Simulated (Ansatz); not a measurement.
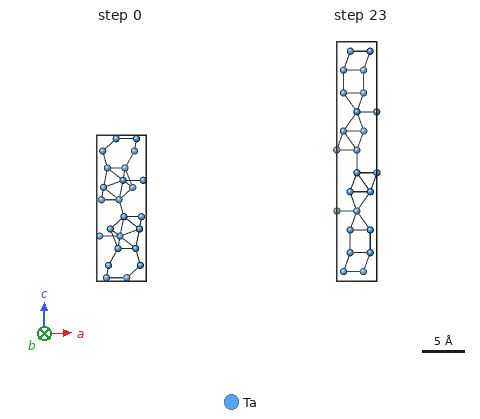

The structure of crystalline Ta (built on the alpha-boron_166 type) (coarse preliminary run) before (left) and after (right) a relaxation, at one scale.

A ball-and-stick model of the conventional cell (3 times the calculation's cell), seen along the b axis. Lengths and directions refer to the drawn axes.

Case: alpha-boron type (R-3m, No. 166).

The calculation used DFT PBEsol, scalar-relativistic, plane waves, PAW (Ansatz 0.2.0).

Input
```yaml
crystal:
  lattice:
    - [3.4191216666, 1.9740308146, 5.830977482]
    - [-3.4191216666, 1.9740308146, 5.830977482]
    - [0.0, -3.9480616291, 5.830977482]
  atoms:
    - { symbol: Ta, position: [0.01019, 0.65361, 0.01019] }
    - { symbol: Ta, position: [0.01019, 0.01019, 0.65361] }
    - { symbol: Ta, position: [0.65361, 0.01019, 0.01019] }
    - { symbol: Ta, position: [0.98981, 0.34639, 0.98981] }
    - { symbol: Ta, position: [0.34639, 0.98981, 0.98981] }
    - { symbol: Ta, position: [0.98981, 0.98981, 0.34639] }
    - { symbol: Ta, position: [0.22118, 0.6306, 0.22118] }
    - { symbol: Ta, position: [0.22118, 0.22118, 0.6306] }
    - { symbol: Ta, position: [0.6306, 0.22118, 0.22118] }
    - { symbol: Ta, position: [0.77882, 0.3694, 0.77882] }
    - { symbol: Ta, position: [0.3694, 0.77882, 0.77882] }
    - { symbol: Ta, position: [0.77882, 0.77882, 0.3694] }
basis:
  ecutwfc: 420
kpoints:
  mp_grid: { grid: [3, 3, 3] }
hamiltonian:
  xc: pbesol
scf:
  occupations: { method: gaussian, width: 0.1 }
  lower_state_search: "off"
output:
  forces: true
  stress: true
  eigenvalues: true
relax:
  adjacent_minimum: "off"
  f_tol: 0.04
  max_steps: 70
  cell: { stress_tol: 0.4 }
```

> Summarise the run.

The largest moves relative to the cell, 0.55 Å, are those of Ta1, Ta2, Ta3, Ta4, Ta5 and Ta6. Ta4 goes roughly along [−3 3 1]. Cell: a = b 6.838 → 5.553 Å (−18.8 %), c 17.493 → 28.694 Å (+64.0 %). Volume +8.2 %. Near-neighbour distances that change, for instance: Ta1–Ta7 2.503 → 4.578 Å, Ta1–Ta2 4.400 → 2.769 Å, Ta10–Ta11 4.039 → 2.818 Å, Ta1–Ta4 2.324 → 2.721 Å. New bonds form: Ta10–Ta11 (4.04 → 2.82 Å), Ta10–Ta12 (4.04 → 2.82 Å), Ta11–Ta12 (4.04 → 2.82 Å), Ta1–Ta2 (4.40 → 2.77 Å). Bonds break: Ta1–Ta7 (2.50 → 4.58 Å), Ta2–Ta8 (2.50 → 4.58 Å), Ta3–Ta9 (2.50 → 4.58 Å), Ta4–Ta10 (2.50 → 4.58 Å). Bond angles that change, for instance: Ta4–Ta8–Ta10 60.1° → 109.4°, Ta10–Ta8–Ta11 108.9° → 59.8°, Ta11–Ta1–Ta12 107.0° → 60.8°. The space group stays R-3m (No. 166). The energy falls by 1331 meV per atom in 19 accepted moves (23 points after the start). Largest force component: 4.6 eV/Å at the start, 0.034 eV/Å at the end. The pressure goes from 47.85 to −0.06 GPa. The line search rejected the trial steps at points 11, 21 of the run. The SCF was repeated twice at an unchanged geometry on a basis and grid sized afresh for the cell, which shifted the energy by 90.2 meV per atom at most. The run took of the order of 2.3 core-minutes on a shared host.
